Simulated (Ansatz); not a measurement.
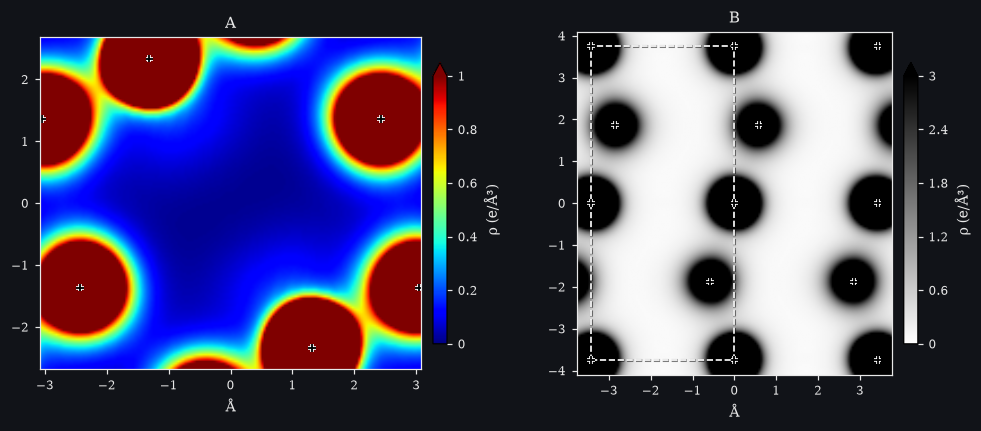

The valence electron density of 2 systems, each on a plane through atoms (crosses mark nuclei in the plane).

Theory: DFT, PBE+U, PAW, plane waves, scalar-relativistic (Ansatz).

System 1: CuO, the (101) plane of the conventional cell. Space group C2/c; computed pressure about 8 GPa in this cell; computed without spin polarisation; Hubbard U of 4 eV on Cu d only.

System 2: TiO2, the (001) plane of the calculation cell. Space group I4₁/amd; computed pressure about 7 GPa in this cell; Hubbard U of 3.8 eV on Ti d only; the program warned that a starting moment wasn't kept; spin-polarised, but the moments vanished.

```yaml
crystal:
  lattice:
    - [-1.89460, 1.89460, 4.76850]
    - [1.89460, -1.89460, 4.76850]
    - [3.78920, 3.78920, -9.53700]
  atoms:
    - { symbol: Ti, position: [0.00000, 0.00000, 0.00000] }
    - { symbol: Ti, position: [0.00000, 0.00000, 0.50000] }
    - { symbol: Ti, position: [0.75000, 0.25000, 0.25000] }
    - { symbol: Ti, position: [0.75000, 0.25000, 0.75000] }
    - { symbol: O, position: [0.20790, 0.20790, 0.00000] }
    - { symbol: O, position: [0.20790, 0.20790, 0.50000] }
    - { symbol: O, position: [0.95790, 0.45790, 0.25000] }
    - { symbol: O, position: [0.95790, 0.45790, 0.75000] }
    - { symbol: O, position: [0.54210, 0.04210, 0.25000] }
    - { symbol: O, position: [0.54210, 0.04210, 0.75000] }
    - { symbol: O, position: [0.79210, 0.79210, 0.00000] }
    - { symbol: O, position: [0.79210, 0.79210, 0.50000] }
```

### Match each panel to its system.

Panel A is system 2, TiO2: the plane holds Ti and O. Ti–O (1.98 Å): ρ is about 0.68 e/Å³ halfway. Panel B is system 1, CuO: the plane holds Cu and O. Cu–O (1.96 Å): the density is about 0.62 e/Å³ at the midpoint.
